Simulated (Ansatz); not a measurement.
Bi

```
Bi
1.0
     9.07404    0.00000    0.00000
     0.00000    9.07404    0.00000
     0.00000    0.00000    4.21229
Bi
8
Direct
  0.35434 0.14566 0.50000
  0.85434 0.64566 0.00000
  0.14566 0.35434 0.00000
  0.64566 0.85434 0.50000
  0.64566 0.14566 0.00000
  0.14566 0.64566 0.50000
  0.35434 0.85434 0.00000
  0.85434 0.35434 0.50000
```

Space group I4/mcm; a structure from a database of computed crystals, not necessarily the ambient phase; computed pressure about −4 GPa in this cell.

All numbers below come from Ansatz 0.2.0, Kohn-Sham DFT of a periodic cell, PBEsol, Ansatz PAW.

What will maps of the valence pseudo-density and electron localisation function show?

Bi–Bi (3.41 Å): ρ is about 0.16 e/Å³ halfway; the ELF is about 0.35 at the midpoint.

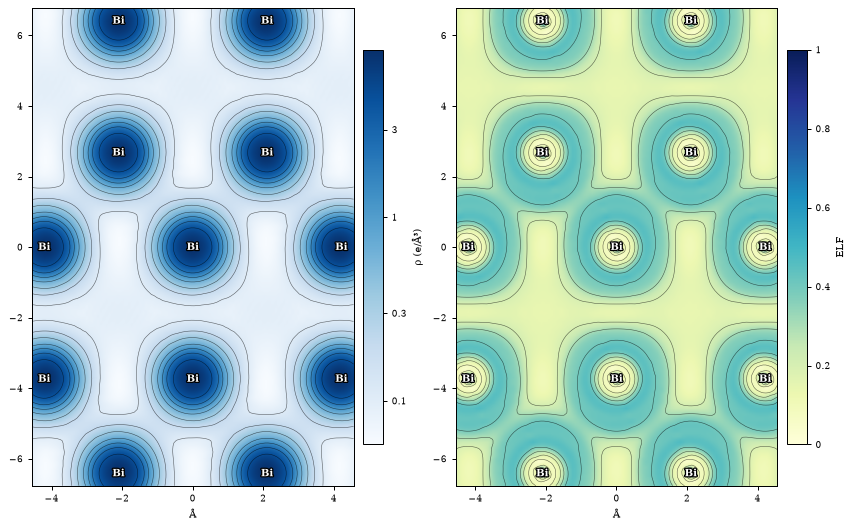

Computed valence pseudo-density and electron localisation function on the (11̄0) plane of the conventional cell, in this order. 

In a PAW calculation such maps are meaningful between the atoms, not at the nuclei.
